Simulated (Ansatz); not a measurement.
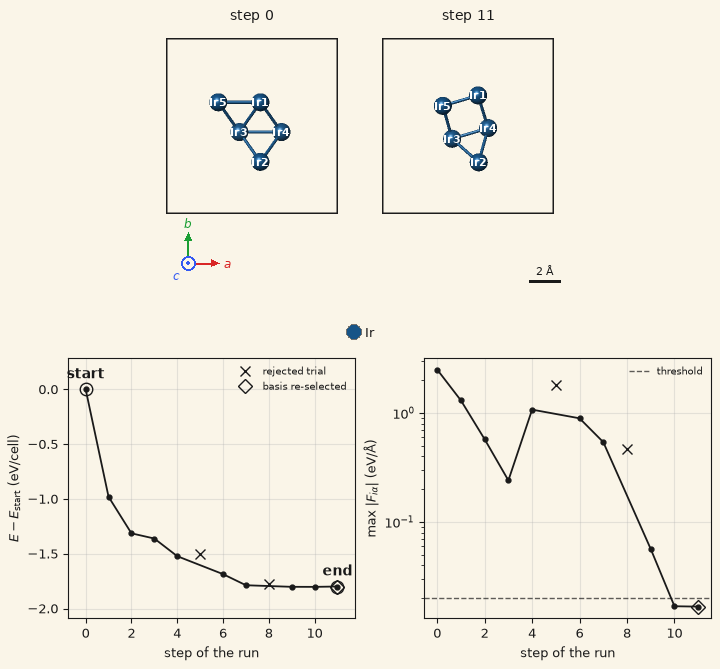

First and last geometry of a relaxation of a wire of composition Ir, with the history of the run. The picture is a ball-and-stick view of the 3 repeat of the cell, with the vacuum cut short, seen along the c axis.

Case: wire along [1 1 0], 5 atoms a period.

The calculation used DFT PBE, scalar-relativistic, plane waves, PAW (Ansatz). (plane-wave cutoff 420 eV; k-point mesh 1 × 1 × 20; occupations gaussian; smearing width 0.05 eV; no spin polarisation; cell relaxed at fixed a, b, alpha, beta, gamma; force threshold 0.02 eV/Å; at most 45 steps)

### What do the curves and the structures tell?

It converged. After 8 accepted moves (11 points after the start) the energy has fallen by 1.799 eV per cell of the calculation. Largest force component: 2.5 eV/Å at the start, 0.017 eV/Å at the end. The line search rejected the trial steps at points 5, 8 of the run. At 1 point the geometry stayed and the basis and grid were re-selected for the new cell (energy shift of 3.3 meV per cell of the calculation at most each time). Ir4 moves most relative to the centre of the atoms: 0.66 Å. Along the periodic axis the drawn cell goes c 8.211 → 7.738 Å (−5.8 %). Near-neighbour distances that change, for instance: Ir1–Ir3 2.737 → 3.527 Å, Ir1–Ir5 2.737 → 2.388 Å, Ir3–Ir4 2.737 → 2.438 Å, Ir1–Ir4 2.737 → 2.570 Å. Among the angles between lasting bonds that change: Ir1–Ir5–Ir3 60.0° → 90.6°, Ir4–Ir1–Ir5 120.0° → 90.5°, Ir3–Ir2–Ir4 90.0° → 84.3°.

Limits of the set-up: the k-point mesh is coarse for a cell with partly filled bands.
